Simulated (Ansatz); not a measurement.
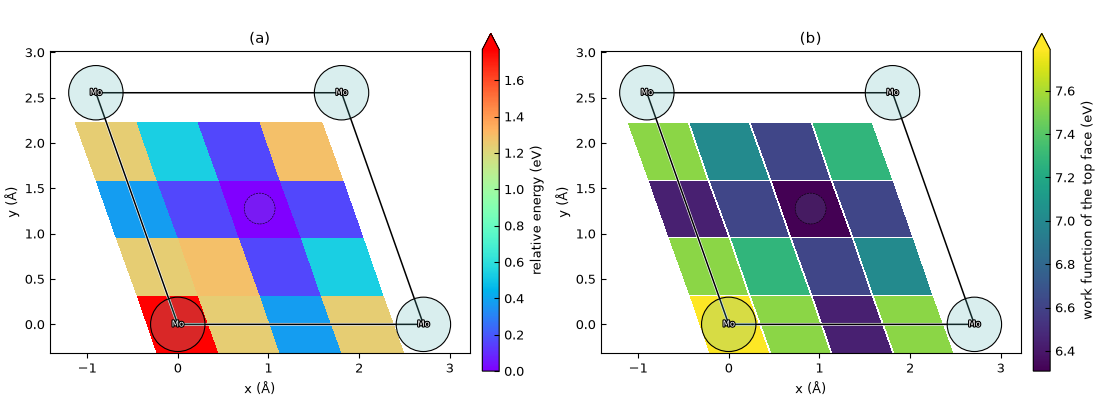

N on a Mo(110) slab cut from the Im-3m phase (4 atoms of substrate and one adsorbate in a 1 × 1 cell). One N atom a 1 × 1 cell is placed over a mesh of places on the rigid (1 1 0) surface, and only its height is relaxed. Places are given modulo a cell vector. The map is drawn in real space over the plane of the surface. The grid has 4 × 4 points. Energies: eV, counted from the lowest grid point. With one adsorbate in each 1 × 1 cell, its nearest image is 2.7 Å away, so neighbouring adsorbates interact. These are results of DFT PBEsol, scalar-relativistic, plane waves, PAW (Ansatz 0.2.0), not measurements.

Panel (a) is the energy and panel (b) the computed work function of the top face on the same grid.

Drawn: one coloured cell a grid point, labelled circles for the atoms of the top layer and small ones for the second layer, the outline of one cell of the plane, one colour for all values above the top of the scale.

How does the work function of the top face vary over the map, and what is it at the lowest grid point?

Answer. It runs from 6.31 eV at a bridge site between two Mo atoms, over a second-layer Mo atom, (2/4, 2/4) of the cell vectors to 7.79 eV at the top site over a surface Mo atom, (0/4, 0/4) of the cell vectors. At the lowest grid point, a bridge site between two Mo atoms, over a second-layer Mo atom, (2/4, 2/4) of the cell vectors, it is 6.31 eV.
